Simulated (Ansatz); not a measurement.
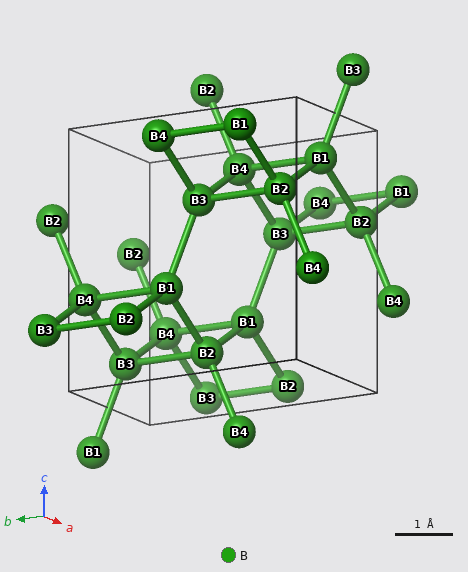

Starting structure of a crystal of B (a generated structure, set up in Imma) (coarse preliminary run). A ball-and-stick model of the conventional cell (2 times the calculation's cell), seen from a free direction. Lengths and directions refer to the drawn axes.

Computed with DFT PBE, scalar-relativistic, plane waves, PAW (Ansatz 0.2.0).

Input file:
```yaml
crystal:
  lattice:
    - [-1.43534662, 2.34965851, 2.41266758]
    - [1.43534662, -2.34965851, 2.41266758]
    - [1.43534662, 2.34965851, -2.41266758]
  atoms:
    - { symbol: B, position: [0.91153082, 0.340463, 0.57106782] }
    - { symbol: B, position: [0.73060483, 0.659537, 0.07106782] }
    - { symbol: B, position: [0.08846918, 0.659537, 0.42893218] }
    - { symbol: B, position: [0.26939517, 0.340463, 0.92893218] }
basis:
  ecutwfc: 420
kpoints:
  mp_grid: { grid: [8, 8, 8] }
hamiltonian:
  xc: pbe
scf:
  occupations: { method: gaussian, width: 0.1 }
  lower_state_search: "off"
output:
  forces: true
  stress: true
  eigenvalues: true
relax:
  adjacent_minimum: "off"
  f_tol: 0.04
  max_steps: 70
  cell: { stress_tol: 0.4 }
```

Launched with:
```bash
ansatz run input.yaml --threads 1 --pin off --max-ram 2560MiB --backend cpu --events-out ev --progress --plain --runs-dir out
```

> What does the optimiser find from here?

Over 13 accepted moves (15 points after the start) the energy falls by 0.869 eV per cell of the calculation. Largest force component: 1.6 eV/Å at the start, 0.0037 eV/Å at the end. Pressure: 19.92 GPa at the start and −0.10 GPa at the end. The SCF was repeated twice at an unchanged geometry on a basis and grid sized afresh for the cell, which shifted the energy by 8.5 meV per cell of the calculation at most. The largest moves relative to the cell, 0.28 Å, are those of B1, B2, B3 and B4. B4 goes roughly along +b. The volume changes by −6.6 %, with a 2.871 → 3.004 Å (+4.7 %), b 4.699 → 3.867 Å (−17.7 %), c 4.825 → 5.232 Å (+8.4 %). Among the contacts that change: B1–B4 3.018 → 1.933 Å, B1–B4 (another image) 1.682 → 1.934 Å, B1–B2 1.680 → 1.741 Å. New bonds form: B1–B4 (3.02 → 1.93 Å), B2–B3 (3.02 → 1.93 Å). Among the angles between lasting bonds that change: B3–B1–B4 113.5° → 90.0°. The space group (tolerance 0.01 Å) goes from Imma (No. 74) to Cmmm (No. 65). Cost: 36 s on 1 thread of Arm Neoverse V1, with other jobs on the host, peak memory 0.31 GiB.

History of the run:

| step | E − E(0), meV/atom | largest force component, eV/Å | pressure, GPa | volume, Å³/atom | note |
| --- | --- | --- | --- | --- | --- |
| 0 | 0.00 | 1.5597 | 19.92 | 8.137 |  |
| 1 | -53.75 | 0.9683 | 9.45 | 8.533 |  |
| 2 | -85.23 | 0.3966 | 0.94 | 8.847 |  |
| 3 | -95.49 | 0.1502 | -0.61 | 8.797 |  |
| 4 | -97.69 | 0.1374 | -0.47 | 8.686 |  |
| 5 | -103.51 | 0.1419 | -0.15 | 8.525 |  |
| 6 | -134.82 | 0.3813 | -1.45 | 8.230 |  |
| 7 | -180.84 | 0.3813 | -2.55 | 7.900 |  |
| 8 | -208.47 | 0.1500 | 0.12 | 7.563 |  |
| 9 | -208.53 | 0.0195 | 0.92 | 7.583 |  |
| 10 | -214.93 | 0.0566 | 0.09 | 7.590 |  |
| 11 | -215.04 | 0.0605 | -0.13 | 7.595 |  |
| 12 | -215.16 | 0.0193 | -0.02 | 7.592 |  |
| 13 | -217.28 | 0.0194 | 0.19 | 7.592 | same geometry, new basis |
| 14 | -217.28 | 0.0037 | -0.11 | 7.599 |  |
| 15 | -217.30 | 0.0037 | -0.10 | 7.599 | same geometry, new basis |

The structure at the end:

```xyz
4
Lattice="-1.5022 1.9336 2.6161 1.5022 -1.9336 2.6161 1.5022 1.9336 -2.6161" Properties=species:S:1:pos:R:3 pbc="T T T"
B     0.0000    1.9334    1.7476
B     1.5022    1.9334    0.8685
B     1.5022    0.0002    0.8685
B     0.0000    0.0002    1.7476
```

After the run, drawn alike:

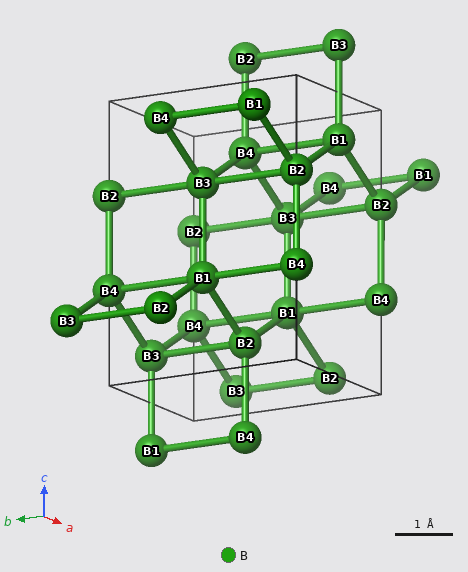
